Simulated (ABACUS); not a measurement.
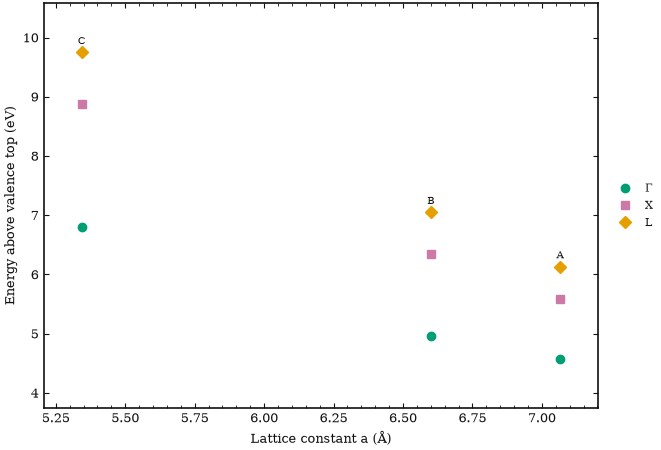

Lowest conduction level at each named k point, counted from the valence-band top at Γ, for three rocksalt crystals against the lattice constant, each in its database cell. All by ABACUS with r2SCAN, without spin-orbit coupling, no moments; potentials: SG15 ONCV 1.2 PBE.

Which letter is which compound? They are KI, KF and KBr.

A is KI; B is KBr; C is KF.

How does the value at Γ change from F to I?

KF 6.81, KBr 4.96 and KI 4.57 eV: it falls at each step to the heavier element.

With the valence top at Γ, which of these have their lowest conduction level there too?

KF, KBr and KI (direct among these points).

| compound | a (Å) | k mesh | Γ (eV) | X (eV) | L (eV) |
| --- | --- | --- | --- | --- | --- |
| KF | 5.344 | 6×6×6 | 6.81 | 8.89 | 9.75 |
| KBr | 6.600 | 4×4×4 | 4.96 | 6.34 | 7.05 |
| KI | 7.066 | 4×4×4 | 4.57 | 5.58 | 6.13 |

The potentials were made for another functional. LDA, GGA and most meta-GGA functionals understate gaps. Spin-orbit coupling is left out, which matters for I and Br. The cells are as the databases list them, so they lie at different pressures for this functional.
